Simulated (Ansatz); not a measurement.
# Sb: a changed input and its effect

System: Sb (1 atom in the cell).
Method of the first run: DFT, PBE, plane waves, PAW, no spin polarisation (Ansatz 0.2.0).

The structure was made by a generator, so it may or may not be a known phase. Text and figures count atoms from 1; the logs count them from 0 in places.

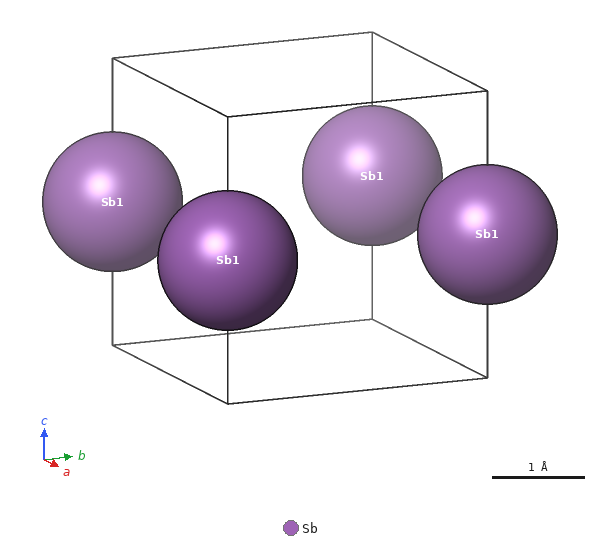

The starting structure (spheres-only view of the cell of the calculation, seen slightly off an axis; atoms are numbered from 1 in the order of the input).

### Input, the first run
```yaml
crystal:
  lattice:
    - [3.0898832279, 0.0, 0.0]
    - [0.0, 3.0898832279, 0.0]
    - [0.0, 0.0, 3.2053437961]
  atoms:
    - { symbol: Sb, position: [0.0, 0.0, 0.5] }
basis:
  ecutwfc: 420
  precision: f64
kpoints:
  mp_grid: { grid: [18, 18, 18] }
hamiltonian:
  xc: pbe
scf:
  occupations: { method: tetrahedron_uncorrected }
  eigensolver: { kind: davidson }
  algorithm: density_mixing
output:
  forces: true
  eigenvalues: true
  stress: true
relax:
  adjacent_minimum: "off"
  f_tol: 0.01
  max_steps: 80
  cell: { stress_tol: 0.05 }
```

Launched with:
```bash
ansatz run input.yaml --threads 1 --pin off --max-ram 2048MiB --backend cpu --events-out ev --progress --plain --runs-dir out
```

Hardware: 1 thread of Intel Xeon (Granite Rapids), 128 GiB of memory available, shared host.

### Output, shortened to warnings, some set-up lines, iterations and results (the first run)
```
Warning: relax: with tetrahedron occupations the Hellmann–Feynman forces and the energy need not agree along the walk (scf.occupations.method in the input reference, under Limitations); prefer a smearing scheme for the relaxation and re-run the relaxed geometry with tetrahedron occupations for the final energies/DOS
Basis set: ecut = 420 eV, 603 PW (Γ), exchange–correlation on 48×48×48 points (8 copies of the dense FFT grid, shifted against one another)
Symmetry: 16 space group operations
k-points: 550 of 5832
Initial density: superposition of atomic densities (neutral atoms: chi_scale 0, normalization atom), corrected by the library's trained network
[...]
SCF iter   1: F=—  HF=-6484.376766 eV  |F-HF|=—  |Δ(HF+E_count)|=         —  Δρ=5.44e-4  dr2=4.59e-5  ethr=1.77e-3  ⟨swp⟩=9.9  Hψ=34789  notcnv=0
SCF iter   2: F=—  HF=-6484.376947 eV  |F-HF|=—  |Δ(HF+E_count)|=   1.81e-4  Δρ=3.60e-4  dr2=2.12e-5  ethr=3.06e-7  ⟨swp⟩=5.7  Hψ=28835  notcnv=0  defer=183
SCF iter   3: F=—  HF=-6484.376987 eV  |F-HF|=—  |Δ(HF+E_count)|=   3.94e-5  Δρ=5.90e-5  dr2=9.86e-7  ethr=6.86e-9  ⟨swp⟩=2.7  Hψ=35386  notcnv=0  defer=21
SCF iter   4: F=-6484.376987 eV  HF=-6484.376987 eV  |F-HF|=9.15e-8  |Δ(HF+E_count)|=   4.80e-7  Δρ=1.19e-5  dr2=4.96e-8  ethr=6.57e-9  ⟨swp⟩=3.4  Hψ=21215  notcnv=0  defer=4
SCF iter   5: F=-6484.376987 eV  HF=-6484.376987 eV  |F-HF|=1.64e-9  |Δ(HF+E_count)|=   1.08e-7  Δρ=1.69e-6  dr2=7.87e-10  ethr=3.31e-10  ⟨swp⟩=3.9  Hψ=20477  notcnv=0  …
[... 20 lines ...]
SCF iter   2: F=—  HF=-6484.386271 eV  |F-HF|=—  |Δ(HF+E_count)|=   2.20e-6  Δρ=1.43e-5  dr2=6.68e-9  ethr=1.81e-10  ⟨swp⟩=4.3  Hψ=23576  notcnv=0  defer=16
SCF iter   3: F=—  HF=-6484.386271 eV  |F-HF|=—  |Δ(HF+E_count)|=   3.38e-8  Δρ=8.78e-7  dr2=7.90e-11  ethr=1.00e-12  ⟨swp⟩=3.0  Hψ=36136  notcnv=0
SCF iter   4: F=-6484.386271 eV  HF=-6484.386271 eV  |F-HF|=5.46e-12  |Δ(HF+E_count)|=  6.18e-11  Δρ=1.78e-7  dr2=3.56e-12  ethr=1.00e-12  ⟨swp⟩=3.0  Hψ=17547  notcnv=0
SCF 5 converged in 4 iterations: F = -6484.386271 eV  dr2 = 3.56e-12
relax step   5: F+E_penalty+E_count = -6484.38627085 eV  Δ(F+E_penalty+E_count) = +1.060e-4 eV  max|allowed force component| = 0.000e0 eV/Å  Δτ_max = 0.0000 Å  P = -0.004 GPa …
basis re-selected at this cell: Δ(F+E_penalty+E_count) = +1.060e-4 eV, ΔP = +0.000 GPa vs the last step (what re-selecting the basis moved, of the pressure what is left beyond the Pulay correction that the steps carried, after the strain that the cell walked since its last selection, with what the …
SCF converged after 4 iterations
Free energy (F): -6484.386271 eV
Harris-Foulkes:  -6484.386271 eV  (|F-HF|=5.46e-12)
Internal energy: -6484.386259 eV  (E = F + TS)
E sigma→0 (E₀):  -6484.386271 eV
Entropy (-TS):   -0.000012 eV (-0.012 meV/atom)
Fermi energy:    9.837426 eV
--- Per-component energies (eV) ---
  E_band       = -168.765327
  E_kinetic    = 206.504116
  E_local      = -1576.850546  (includes V_loc(G=0)·N_el)
  E_nonlocal   = 362.078603
  E_hartree    = 714.871604
  E_xc         = -138.262699
  E_vxc        = -96.013605  (∫ρ·V_xc dr)
  E_paw        = -4575.239995  (= ΣΔE_a)
  E_vpaw       = -494.227098  (= ΣTr[D̂ρ^β])
  E_aug_tail   = -0.000002  (compensation charges beyond the density's cutoff)
  E_ewald      = -1477.487339
  E_smearing   = -0.000012  (= −TS)
  E_closure    = 0.000000  (closes the sum)
  Σ components = -6484.386271   (vs F -6484.386271, Δ=0.00e0)
--- Forces (eV/Å), atoms counted from 1 ---
  atom   1  Sb     0.00000000    -0.00000000     0.00000000
  max |Σ_I F_I| component: 1.97e-31 eV/Å
--- Stress (GPa, compression-positive) ---
       -0.003641       0.000000       0.000000
        0.000000      -0.003641       0.000000
        0.000000       0.000000      -0.003302
  P = ⅓ Tr σ = -0.0035 GPa (-0.035 kbar)
--- Relaxed structure (4 steps of the walk, 4 accepted, 1 SCFs on fresh bases) ---
  F+E_penalty+E_count = -6484.38627085 eV   max|allowed force component| = 0.000e0 eV/Å   (the final SCF, on the basis selected at the relaxed cell)
  cell:  # Å, volume = 30.1062 Å³
    - [3.1108997929757964, 1.1890761075379553e-34, 0.0]
    - [1.1890761075379553e-34, 3.1108997929757964, 0.0]
    - [0.0, 0.0, 3.110886993971952]
  atoms:
    - { symbol: Sb, position: [0.0, 0.0, 0.5] }
```

The input of the second run differs as follows (lines with − go, lines with + come):
```diff
-  precision: f64
-  occupations: { method: tetrahedron_uncorrected }
-  eigensolver: { kind: davidson }
-  algorithm: density_mixing
+  occupations: { method: gaussian, width: 0.1 }
```

How does the second run compare with the first run?

The total energy of the second run is 54.5 meV per atom lower, which comes with the changed settings and measures no stability. The volume per atom goes from 30.11 to 30.07 Å³. The number of SCF iterations is the same.

### Output, shortened to warnings, some set-up lines, iterations and results (the second run)
```
Basis set: ecut = 420 eV, 603 PW (Γ), exchange–correlation on 48×48×48 points (8 copies of the dense FFT grid, shifted against one another)
Symmetry: 16 space group operations
k-points: 550 of 5832
Initial density: superposition of atomic densities (neutral atoms: chi_scale 0, normalization atom), corrected by the library's trained network
[...]
SCF iter   1: F=—  HF=-6484.432170 eV  |F-HF|=—  |Δ(HF+E_count)|=         —  Δρ=5.39e-4  dr2=4.31e-5  ethr=1.77e-3  ⟨swp⟩=5.1  Hψ=38785  notcnv=0
SCF iter   2: F=—  HF=-6484.431386 eV  |F-HF|=—  |Δ(HF+E_count)|=   7.85e-4  Δρ=2.84e-4  dr2=1.87e-5  ethr=2.87e-7  ⟨swp⟩=2.9  Hψ=15947  notcnv=0
SCF iter   3: F=—  HF=-6484.431420 eV  |F-HF|=—  |Δ(HF+E_count)|=   3.39e-5  Δρ=1.79e-4  dr2=6.58e-6  ethr=1.25e-7  ⟨swp⟩=2.0  Hψ=10497  notcnv=0
SCF iter   4: F=—  HF=-6484.431418 eV  |F-HF|=—  |Δ(HF+E_count)|=   1.92e-6  Δρ=6.77e-5  dr2=1.04e-6  ethr=4.39e-8  ⟨swp⟩=2.4  Hψ=10489  notcnv=0
SCF iter   5: F=-6484.431417 eV  HF=-6484.431417 eV  |F-HF|=1.47e-8  |Δ(HF+E_count)|=   5.75e-7  Δρ=8.26e-6  dr2=1.22e-8  ethr=6.91e-9  ⟨swp⟩=2.0  Hψ=10491  notcnv=0
[... 20 lines ...]
SCF iter   2: F=—  HF=-6484.441932 eV  |F-HF|=—  |Δ(HF+E_count)|=   1.78e-6  Δρ=1.47e-5  dr2=7.22e-9  ethr=2.02e-10  ⟨swp⟩=2.5  Hψ=9734  notcnv=0
SCF iter   3: F=—  HF=-6484.441932 eV  |F-HF|=—  |Δ(HF+E_count)|=   3.46e-8  Δρ=7.34e-7  dr2=7.13e-11  ethr=4.81e-11  ⟨swp⟩=2.3  Hψ=10153  notcnv=0
SCF iter   4: F=-6484.441932 eV  HF=-6484.441932 eV  |F-HF|=2.73e-12  |Δ(HF+E_count)|=  2.46e-11  Δρ=1.57e-7  dr2=3.60e-12  ethr=1.00e-12  ⟨swp⟩=7.3  Hψ=33459  notcnv=0
SCF 5 converged in 4 iterations: F = -6484.441932 eV  dr2 = 3.60e-12
relax step   5: F+E_penalty+E_count = -6484.44193221 eV  Δ(F+E_penalty+E_count) = +1.145e-4 eV  max|allowed force component| = 0.000e0 eV/Å  Δτ_max = 0.0000 Å  P = -0.004 GPa …
basis re-selected at this cell: Δ(F+E_penalty+E_count) = +1.145e-4 eV, ΔP = +0.000 GPa vs the last step (what re-selecting the basis moved, of the pressure what is left beyond the Pulay correction that the steps carried, after the strain that the cell walked since its last selection, with what the …
SCF converged after 4 iterations
Free energy (F): -6484.441932 eV
Harris-Foulkes:  -6484.441932 eV  (|F-HF|=2.73e-12)
Internal energy: -6484.439521 eV  (E = F + TS)
E sigma→0 (E₀):  -6484.440727 eV
Entropy (-TS):   -0.002411 eV (-2.411 meV/atom)
Fermi energy:    9.884470 eV
--- Per-component energies (eV) ---
  E_band       = -168.582221
  E_kinetic    = 206.477353
  E_local      = -1575.809019  (includes V_loc(G=0)·N_el)
  E_nonlocal   = 362.027064
  E_hartree    = 714.438429
  E_xc         = -138.288697
  E_vxc        = -96.044327  (∫ρ·V_xc dr)
  E_paw        = -4575.172497  (= ΣΔE_a)
  E_vpaw       = -494.110076  (= ΣTr[D̂ρ^β])
  E_aug_tail   = -0.000002  (compensation charges beyond the density's cutoff)
  E_ewald      = -1478.112152
  E_smearing   = -0.002411  (= −TS)
  E_closure    = 0.000000  (closes the sum)
  Σ components = -6484.441932   (vs F -6484.441932, Δ=0.00e0)
--- Forces (eV/Å), atoms counted from 1 ---
  atom   1  Sb     0.00000000     0.00000000     0.00000000
  max |Σ_I F_I| component: 4.93e-32 eV/Å
--- Stress (GPa, compression-positive) ---
        0.001069       0.000000       0.000000
        0.000000       0.001069       0.000000
        0.000000       0.000000      -0.014137
  P = ⅓ Tr σ = -0.0040 GPa (-0.040 kbar)
--- Relaxed structure (4 steps of the walk, 4 accepted, 1 SCFs on fresh bases) ---
  F+E_penalty+E_count = -6484.44193221 eV   max|allowed force component| = 0.000e0 eV/Å   (the final SCF, on the basis selected at the relaxed cell)
  cell:  # Å, volume = 30.0681 Å³
    - [3.1094508512994357, 1.1890761075379553e-34, 0.0]
    - [1.1890761075379553e-34, 3.1094508512994357, 0.0]
    - [0.0, 0.0, 3.1098398263090385]
  atoms:
    - { symbol: Sb, position: [0.0, 0.0, 0.49999999999999994] }
```

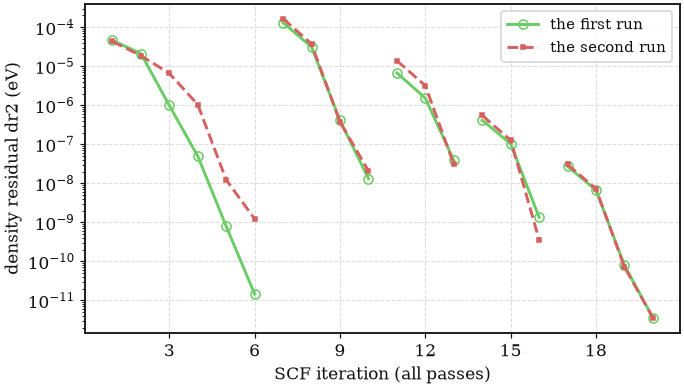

Convergence of the two runs: density residual dr2 against the SCF iteration. A break in a curve parts two SCF passes. The first run takes 20 iterations in all, and the second run takes 20.

### The two runs side by side

```csv
quantity,the first run,the second run
outcome,converged,converged
free energy per atom (eV),−6484.3863,−6484.4419
"energy per atom, smearing taken to zero (eV)",−6484.3863,−6484.4407
gap on the mesh (eV),0.00,0.00
pressure (GPa),0.00,0.00
volume per atom (Å³),30.11,30.07
largest force (eV/Å),0.000,0.000
SCF iterations,20,20
irreducible k-points,550,550
wall time (shared host),27 s,31 s
```
